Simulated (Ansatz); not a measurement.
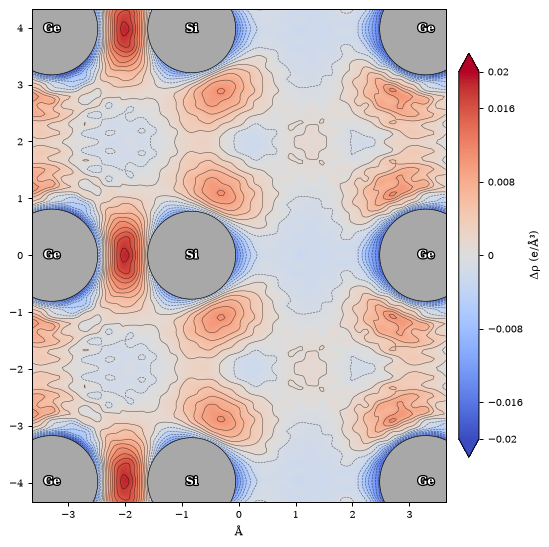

SiGe. Difference of the valence pseudo-densities of two functionals at the same geometry, on the (11̄0) plane of the calculation cell: r2SCAN less LDA.

Both computed with Ansatz (plane waves, PAW), on the same k-point mesh. Grey discs cover the atomic cores.

```
Ge Si
1.0
     3.98103    0.00000    0.00000
    -1.99051    3.44767    0.00000
     0.00000    0.00000    6.57730
Ge Si
2 2
Direct
  0.33333 0.66667 0.00039
  0.66667 0.33333 0.50039
  0.33333 0.66667 0.37461
  0.66667 0.33333 0.87461
```

Q: Where does the change of functional move the electrons?

A: Against LDA, r2SCAN gives a change of +0.019 e/Å³ at the midpoint of Si–Ge.
